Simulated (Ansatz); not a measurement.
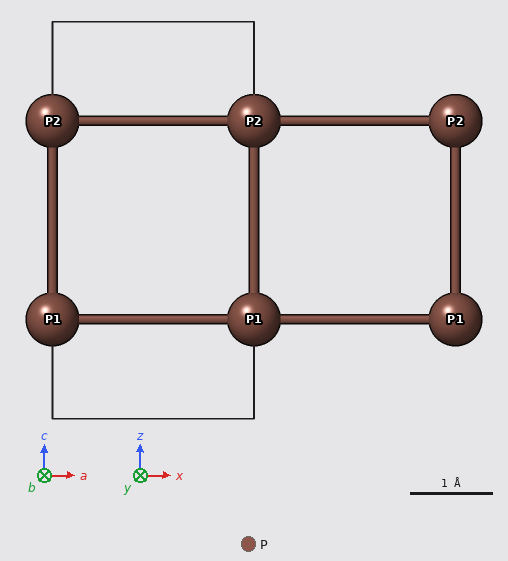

Energy scan for solid P (P4/mmm), in which the cell is strained along x alone, with the atoms kept at their fractional coordinates. x, y and z are the Cartesian axes of the input. The picture shows the reference cell. The picture is a ball-and-stick view of the cell of the calculation, repeated 2 × 3 × 1 with one cell outlined, seen along the b axis.

All numbers below come from DFT PBE, scalar-relativistic, plane waves, PAW in Ansatz. Settings: plane-wave cutoff 420 eV; k-point mesh 24 × 24 × 12; occupations gaussian; smearing width 0.15 eV; no spin polarisation. Energies (free energies at the smearing named) are counted from the relaxed crystal.

```
CELL_PARAMETERS angstrom
2.45861 0.00000 0.00517
0.00000 2.45865 0.00000
-0.01025 0.00000 4.84469
ATOMIC_POSITIONS crystal
P 0.00000 0.00000 0.25002
P 0.00000 0.00000 0.74998
```

> Give the energy at each point (the strain: −0.0600, −0.0450, −0.0300, −0.0150, 0.0000, 0.0150, 0.0300, 0.0450, 0.0525, 0.0600).

| strain | E − E(ref) (meV/atom) |
| --- | --- |
| −0.0600 | 40.3 |
| −0.0450 | 19.0 |
| −0.0300 | 6.9 |
| −0.0150 | 1.3 |
| 0.0000 | 0.0 |
| 0.0150 | 2.9 |
| 0.0300 | 10.2 |
| 0.0450 | 21.6 |
| 0.0525 | 28.7 |
| 0.0600 | 36.7 |

The lowest computed point lies at the strain 0.00 (0.0 meV/atom). At the ends of the scan the energy is 40.3 meV/atom (−0.06) and 36.7 meV/atom (0.06). The curvature at zero strain, (1/V) d²E/dε², is about 210 GPa; it is C₁₁ with clamped ions. The distortion takes the space group from P4/mmm to Pmmm, except for P2/m at −0.06, P4/mmm at −0.015, P2/m at 0.0525, P2/m at 0.06. At the strain −0.06 the cell of the drawing goes a 2.459 → 2.311 Å.

As a plot:

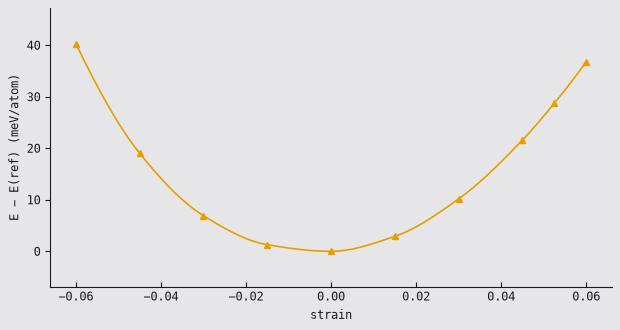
